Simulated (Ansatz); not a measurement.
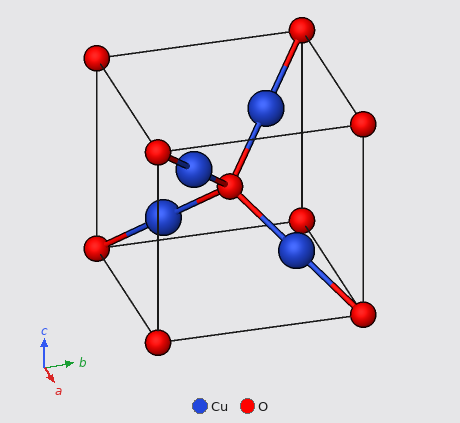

Cu2O, space group Pn-3m:1 (No. 224), a = 4.270 Å, b = 4.270 Å, c = 4.270 Å, α = 90.00°, β = 90.00°, γ = 90.00°

```json
{"site": "Cu", "Wyckoff": "4b", "x": "0.2500", "y": "0.2500", "z": "0.2500"}
{"site": "O", "Wyckoff": "2a", "x": "0.0000", "y": "0.0000", "z": "0.0000"}
```

Geometry: the structure of a calculation's input, shown in its standard cell.

How is the cell volume shared among the sites in a plain Voronoi partition?

```csv
site,faces above 1 % of the sphere,volume (Å³),solid angle by neighbour (%)
Cu,8,14.37,Cu 52 O 48
O,4,10.19,Cu 97 O 3
```

Weighted by multiplicity the volumes add up to the cell volume, 77.8 Å³.

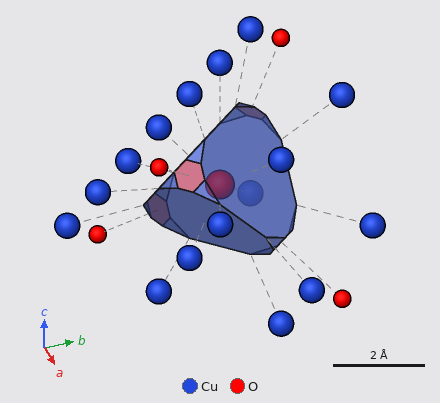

The computed Voronoi cell of O, with the neighbours that bound it.
